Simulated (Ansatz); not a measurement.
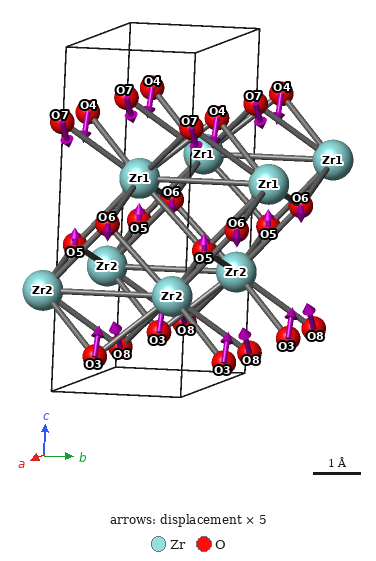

A relaxation of solid ZrO$_{3}$ (a generated structure, set up in P2_1/m) (coarse preliminary run). The starting structure is drawn; purple arrows show the displacements (the part carried along by the change of the cell is left out), 5 times their true length.

The picture is a ball-and-stick view of the cell of the calculation, repeated 2 × 2 × 1 with one cell outlined, seen slightly off an axis.

These are results of DFT PBE, scalar-relativistic, plane waves, PAW (Ansatz 0.2.0), not measurements. (plane-wave cutoff 420 eV; k-point mesh 6 × 6 × 4; occupations gaussian; smearing width 0.1 eV; no spin polarisation; cell and atoms relaxed; force threshold 0.05 eV/Å; at most 80 steps)

### Atoms of which element are displaced furthest, and by how much?

Oxygen: up to 0.15 Å, against 0.01 Å for zirconium.

### Describe the change and its energy.

The largest moves relative to the cell, 0.15 Å, are those of O7 and O8. O7 goes along [−3 0 −2]. Largest moves by element: O 0.15 Å, Zr 0.01 Å. The drawn cell changes as follows: a 4.189 → 4.114 Å (−1.8 %), b 2.954 → 3.261 Å (+10.4 %), c 7.441 → 7.718 Å (+3.7 %), β 97.4° → 96.7°; the volume changes by +12.6 %. Some distances before and after: Zr1–Zr1 2.954 → 3.261 Å, O3–O8 1.666 → 1.488 Å, Zr1–Zr2 3.404 → 3.505 Å, Zr1–O5 2.112 → 2.209 Å. Bond angles that change, for instance: Zr1–O4–Zr1 88.4° → 98.4°, Zr1–O5–Zr1 88.8° → 95.2°, Zr2–O5–Zr2 141.6° → 135.9°. The space group stays P2_1/m (No. 11). Over 7 accepted moves (9 points after the start) the energy falls by 197 meV per atom. Largest force component: 2.5 eV/Å at the start, 0.012 eV/Å at the end. Pressure: 12.11 GPa at the start and 0.29 GPa at the end. The SCF was repeated twice at an unchanged geometry on a basis and grid sized afresh for the cell, which shifted the energy by 14.4 meV per atom at most. The run took 13 s on 4 threads of AMD EPYC 9R45 (Zen 5), with other jobs on the host, peak memory 0.61 GiB.
